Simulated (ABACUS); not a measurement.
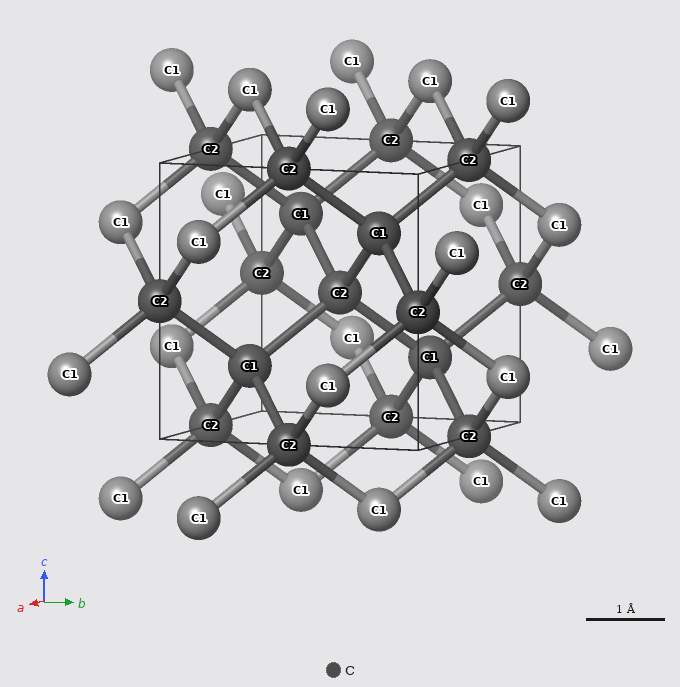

Fig. 1: The structure as given in the input (ball-and-stick view of the cell 4 times as large as that of the calculation, set on its symmetry axes, seen slightly off an axis; neighbours outside the cell are drawn fainter; atoms are numbered from 1 in the order of the input). Near neighbours in the crystal (not all of them lie inside the picture): C has 4 C at 1.54 Å.

## Geometry relaxation, with input and output: C (part 1 of 2)

The run: geometry relaxation of C (Fd-3m, 2 atoms in the cell). Method and program: Kohn-Sham DFT of a periodic cell, RPBE, PseudoDojo NC SR 0.5 PBE standard, no spin polarisation (ABACUS 3.10.1).

The structure derives from an entry of the Crystallography Open Database.

**Input file**
```python
"""Relaxation by an ASE optimiser with ABACUS as a small file-based calculator."""
import re
import subprocess
import numpy as np
from ase.calculators.calculator import Calculator, all_changes
from ase.filters import FrechetCellFilter
from ase.io import read
from ase.optimize import BFGSLineSearch
from ase.stress import full_3x3_to_voigt_6_stress
from ase.units import Bohr, GPa

atoms = read("C.xyz")
atoms = atoms[(-atoms.numbers).argsort(kind="stable")]  # ABACUS lists atoms element by element
pseudo = {'C': 'C.upf'}
orbital = {}
magmoms = None
kmesh = [10, 10, 10]
params = {
    'suffix': 'C',
    'calculation': 'scf',
    'basis_type': 'pw',
    'pseudo_dir': './',
    'symmetry': 1,
    'dft_functional': 'GGA_X_RPBE+GGA_C_PBE',
    'ecutwfc': 82,
    'pseudo_rcut': 10,
    'nspin': 1,
    'nbands': 8,
    'ks_solver': 'dav',
    'smearing_method': 'fd',
    'smearing_sigma': 0.00367493,
    'scf_thr': 1e-08,
    'scf_nmax': 100,
    'mixing_type': 'broyden',
    'mixing_beta': 0.7,
    'cal_force': 1,
    'cal_stress': 1,
    'kpar': 4,
}


def write_input(atoms):
    symbols = atoms.get_chemical_symbols()
    elements = list(dict.fromkeys(symbols))
    lines = ["ATOMIC_SPECIES"] + [f"{e} {atoms.get_masses()[symbols.index(e)]:.4f} {pseudo[e]}" for e in elements]
    if orbital:
        lines += ["", "NUMERICAL_ORBITAL"] + [orbital[e] for e in elements]
    lines += ["", "LATTICE_CONSTANT", f"{1 / Bohr:.10f}", "", "LATTICE_VECTORS"]
    lines += [" ".join(f"{x:.10f}" for x in v) for v in atoms.cell]
    lines += ["", "ATOMIC_POSITIONS", "Direct"]
    for e in elements:
        lines += ["", e, "0.0", str(symbols.count(e))]
        for i, p in enumerate(atoms.get_scaled_positions(wrap=False)):
            if symbols[i] == e:
                mag = "" if magmoms is None else " mag " + " ".join(str(x) for x in (magmoms[i] if isinstance(magmoms[i], list) else [magmoms[i]]))
                lines.append(" ".join(f"{x:.10f}" for x in p) + " 1 1 1" + mag)
    open("STRU", "w").write("\n".join(lines) + "\n")
    open("KPT", "w").write("K_POINTS\n0\nGamma\n%d %d %d 0 0 0\n" % tuple(kmesh))
    open("INPUT", "w").write("INPUT_PARAMETERS\n" + "".join(f"{k:<20s}{v}\n" for k, v in params.items()))


class Abacus(Calculator):
    implemented_properties = ["energy", "free_energy", "forces", "stress"]

    def calculate(self, atoms=None, properties=("energy",), system_changes=all_changes):
        super().calculate(atoms, properties, system_changes)
        write_input(self.atoms)
        subprocess.run(['mpirun', '-np', '4', 'abacus'], check=True)
        log = open("OUT.C/running_scf.log").read()
        if "charge density convergence is achieved" not in log:
            raise RuntimeError("SCF not converged")
        rows = lambda title, n: np.array([l.split()[-3:] for l in log.split(title)[-1].split("\n")[2:2 + n]], float)
        energy = float(re.findall(r"FINAL_ETOT_IS (\S+)", log)[-1])
        stress = -rows("TOTAL-STRESS", 3) / 10 * GPa  # ABACUS prints kbar, compression positive
        self.results = dict(energy=energy, free_energy=energy, forces=rows("TOTAL-FORCE", len(self.atoms)), stress=full_3x3_to_voigt_6_stress(stress))


atoms.calc = Abacus()
opt = BFGSLineSearch(FrechetCellFilter(atoms), logfile="opt.log", trajectory="relax.traj")
print("optimiser converged:", opt.run(fmax=0.02, steps=60))
```

**File C.xyz**
```
2
Lattice="0.0000000000 1.7833700000 1.7833700000 1.7833700000 0.0000000000 1.7833700000 1.7833700000 1.7833700000 0.0000000000" Properties=species:S:1:pos:R:3 pbc="T T T"
C      2.6750550000      2.6750550000      2.6750550000
C      1.7833700000      1.7833700000      1.7833700000
```

**File INPUT**
```
INPUT_PARAMETERS
suffix              C
calculation         scf
basis_type          pw
pseudo_dir          ./
symmetry            1
dft_functional      GGA_X_RPBE+GGA_C_PBE
ecutwfc             82
pseudo_rcut         10
nspin               1
nbands              8
ks_solver           dav
smearing_method     fd
smearing_sigma      0.00367493
scf_thr             1e-08
scf_nmax            100
mixing_type         broyden
mixing_beta         0.7
cal_force           1
cal_stress          1
kpar                4
```

**File STRU**
```
ATOMIC_SPECIES
C 12.0110 C.upf

LATTICE_CONSTANT
1.8897261258

LATTICE_VECTORS
-0.0000000000 1.7890765001 1.7890765001
1.7890765001 -0.0000000000 1.7890765001
1.7890765001 1.7890765001 0.0000000000

ATOMIC_POSITIONS
Direct

C
0.0
2
0.7500000000 0.7500000000 0.7500000000 1 1 1
0.5000000000 0.5000000000 0.5000000000 1 1 1
```

**File KPT**
```
K_POINTS
0
Gamma
10 10 10 0 0 0
```

Run as:
```bash
OMP_NUM_THREADS=1 python run_abacus.py > log
```

**What the program printed**
```
ABACUS v3.10.1

               Atomic-orbital Based Ab-initio Computation at UStc

 ------------------------------------------------------------------------------------

 READING GENERAL INFORMATION
                           global_out_dir = OUT.C/
                           global_in_card = INPUT
                               pseudo_dir = ./
                              orbital_dir =
                                    DSIZE = 4
                                    GSIZE = 1

 READING UNITCELL INFORMATION
                                    ntype = 1
                  lattice constant (Bohr) = 1.88973
              lattice constant (Angstrom) = 1

 READING ATOM TYPE 1
                               atom label = C
                      L=0, number of zeta = 1
                      L=1, number of zeta = 1
                      L=2, number of zeta = 1
             number of atom for this type = 2

                        TOTAL ATOM NUMBER = 2
DIRECT COORDINATES
    atom                   x                   y                   z     mag                  vx                  vy                  vz
taud_C1            0.7500000000        0.7500000000        0.7500000000  0.0000        0.0000000000        0.0000000000        0.0000000000
taud_C2            0.5000000000        0.5000000000        0.5000000000  0.0000        0.0000000000        0.0000000000        0.0000000000

                          Volume (Bohr^3) = 77.2882
                             Volume (A^3) = 11.4529

 Lattice vectors: (Cartesian coordinate: in unit of a_0)
                   -0            +1.78908            +1.78908
             +1.78908                  -0            +1.78908
             +1.78908            +1.78908                  +0
 Reciprocal vectors: (Cartesian coordinate: in unit of 2 pi/a_0)
            -0.279474           +0.279474           +0.279474
            +0.279474           -0.279474           +0.279474
            +0.279474           +0.279474           -0.279474
 The esolver type has been set to : ksdft_pw

                PAO radial cut off (Bohr) = 10

 Read in pseudopotential file is C.upf
                     pseudopotential type = NC
          exchange-correlation functional = PBE
                 nonlocal core correction = 1
                        valence electrons = 4
                                     lmax = 1
                           number of zeta = 2
                     number of projectors = 4
                           L of projector = 0
                           L of projector = 0
                           L of projector = 1
                           L of projector = 1
 XC functional updated to : GGA_X_RPBE+GGA_C_PBE
          exchange-correlation functional = GGA_X_RPBE+GGA_C_PBE
     initial pseudo atomic orbital number = 8

 SETUP THE ELECTRONS NUMBER
             electron number of element C = 4
       total electron number of element C = 8
            AUTOSET number of electrons:  = 8
                           occupied bands = 4
                                   NBANDS = 8
                                   NLOCAL = 18

 SETUP THE PLANE WAVE BASIS
 energy cutoff for charge/potential (unit:Ry) = 328
            fft grid for charge/potential = [ 27, 27, 27 ]
                        fft grid division = [ 1, 1, 1 ]
        big fft grid for charge/potential = [ 27, 27, 27 ]
                                     nbxx = 19683
                                     nrxx = 19683

 SETUP PLANE WAVES FOR CHARGE/POTENTIAL
                    number of plane waves = 7799
                         number of sticks = 511

 PARALLEL PW FOR CHARGE/POTENTIAL
     PROC   COLUMNS(POT)             PW
        1            511           7799
 --------------- sum -------------------
        1            511           7799
                            number of |g| = 129
                                  max |g| = 29.602
                                  min |g| = 0

----------- Double Check Mixing Parameters Begin ------------
mixing_type: broyden
mixing_beta: 0.7
mixing_gg0: 1
mixing_gg0_min: 0.1
mixing_ndim: 8
----------- Double Check Mixing Parameters End ------------

 LATTICE VECTORS: (CARTESIAN COORDINATE: IN UNIT OF A0)
                   -0            +1.78908            +1.78908
             +1.78908                  -0            +1.78908
             +1.78908            +1.78908                  +0
                       right hand lattice = 1
                                   NORM_A = 2.53014
                                   NORM_B = 2.53014
                                   NORM_C = 2.53014
                           ALPHA (DEGREE) = 60
                           BETA  (DEGREE) = 60
                           GAMMA (DEGREE) = 60

 The lattice vectors have been changed (STRU_SIMPLE.cif)

(for optimal symmetric configuration:)
                             BRAVAIS TYPE = 3
                     BRAVAIS LATTICE NAME = 03. Cubic F (face-centered)
                                    ibrav = 3
                                    IBRAV = 3
                                  BRAVAIS = FACE CENTERED CUBIC
                       LATTICE CONSTANT A = 3.57815
Original cell was already a primitive cell.
                        ROTATION MATRICES = 48
              PURE POINT GROUP OPERATIONS = 24
                   SPACE GROUP OPERATIONS = 48
                                       C2 = 3
                                       C3 = 8
                                       C4 = 0
                                       C6 = 0
                                       S1 = 6
                                       S3 = 0
                                       S4 = 6
                                       S6 = 0
                              POINT GROUP = T_d
               POINT GROUP IN SPACE GROUP = O_h

 SETUP K-POINTS
                                    nspin = 1
                   Input type of k points = Monkhorst-Pack(Gamma)
                                   nkstot = 1000
                       right hand lattice = 1
(for reciprocal lattice: )
                             BRAVAIS TYPE = 2
                     BRAVAIS LATTICE NAME = 02. Cubic I (body-centered)
                                    ibrav = 2
                       right hand lattice = 1
(for k-lattice: )
                             BRAVAIS TYPE = 2
                     BRAVAIS LATTICE NAME = 02. Cubic I (body-centered)
                                    ibrav = 2
                       right hand lattice = 1
                        ROTATION MATRICES = 48
                               nkstot_ibz = 47
K-POINTS REDUCTION ACCORDING TO SYMMETRY
     IBZ    DIRECT_X    DIRECT_Y    DIRECT_Z  WEIGHT  ibz2bz
       1  0.00000000  0.00000000  0.00000000  0.0010       0
       2  0.10000000  0.10000000  0.10000000  0.0080       1
       3  0.20000000  0.20000000  0.20000000  0.0080       2
       4  0.30000000  0.30000000  0.30000000  0.0080       3
       5  0.40000000  0.40000000  0.40000000  0.0080       4
       6  0.50000000  0.50000000  0.50000000  0.0040       5
       7  0.10000000  0.10000000  0.00000000  0.0060      11
       8  0.20000000  0.20000000  0.10000000  0.0240      12
       9  0.30000000  0.30000000  0.20000000  0.0240      13
      10  0.40000000  0.40000000  0.30000000  0.0240      14
      11  0.50000000  0.50000000  0.40000000  0.0240      15
      12  0.50000000  0.40000000  0.40000000  0.0240      16
      13  0.40000000  0.30000000  0.30000000  0.0240      17
      14  0.30000000  0.20000000  0.20000000  0.0240      18
      15  0.10000000  0.10000000  0.20000000  0.0120      19
      16  0.20000000  0.20000000  0.00000000  0.0060      22
      17  0.30000000  0.30000000  0.10000000  0.0240      23
      18  0.40000000  0.40000000  0.20000000  0.0240      24
      19  0.50000000  0.50000000  0.30000000  0.0240      25
      20 -0.40000000  0.40000000  0.40000000  0.0240      26
      21  0.50000000  0.30000000  0.30000000  0.0240      27
      22  0.40000000  0.20000000  0.20000000  0.0120      28
      23  0.30000000  0.30000000  0.00000000  0.0060      33
      24  0.40000000  0.40000000  0.10000000  0.0240      34
      25  0.50000000  0.50000000  0.20000000  0.0240      35
      26 -0.30000000  0.40000000  0.40000000  0.0240      36
      27 -0.40000000  0.30000000  0.30000000  0.0120      37
      28  0.40000000  0.40000000  0.00000000  0.0060      44
      29  0.50000000  0.50000000  0.10000000  0.0240      45
      30 -0.20000000  0.40000000  0.40000000  0.0120      46
[... 17 further k points ...]

                               nkstot now = 47
[... K-POINTS DIRECT COORDINATES: 47 rows ...]

           k-point number in this process = 12
       minimum distributed K point number = 11
[... stars of the k points ...]

[... K-POINTS CARTESIAN COORDINATES: 12 rows ...]

[... K-POINTS DIRECT COORDINATES: 12 rows ...]
```
